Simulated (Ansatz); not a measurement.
Consider WSe₂.

```
W Se
1.0
     3.37728    0.00000    0.00000
    -1.68864    2.92481    0.00000
     0.00000    0.00000   16.66031
W Se
1 2
Direct
  0.00000 0.00000 0.99897
  0.33333 0.66667 0.10113
  0.33333 0.66667 0.90127
```

Space group P3m1; a structure from a database of computed crystals, not necessarily the ambient phase; changed on purpose from its base cell (mode 9 frozen in at -0.020 Å, equal normal strain along x and y +0.0400); not relaxed (largest force 1.3 eV/Å); computed pressure about −4 GPa in this cell; PAW files of the earlier set (soft_1).

Theory: DFT LDA, scalar-relativistic, plane waves, PAW in Ansatz 0.2.0.

> What will maps of the valence pseudo-density and electron localisation function show?

W–Se (2.54 Å): ρ at the midpoint is about 0.55 e/Å³; the ELF is about 0.55 at the midpoint.
W–Se (2.59 Å): ρ at the midpoint is about 0.5 e/Å³; the ELF is about 0.55 at the midpoint.

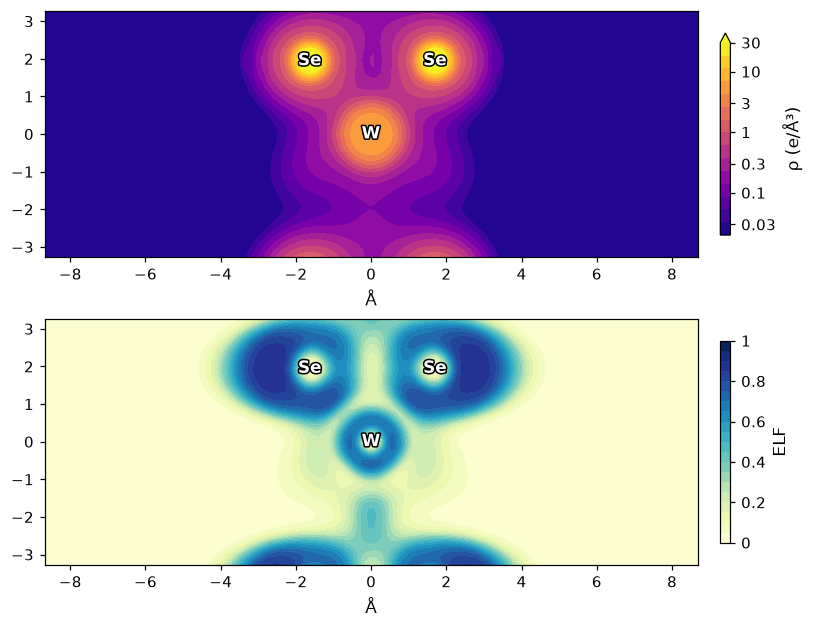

Computed valence pseudo-density and electron localisation function on the (110) plane of the conventional cell, in this order. 

Core electrons are frozen (PAW), and the valence fields are smoothed inside the atomic spheres.
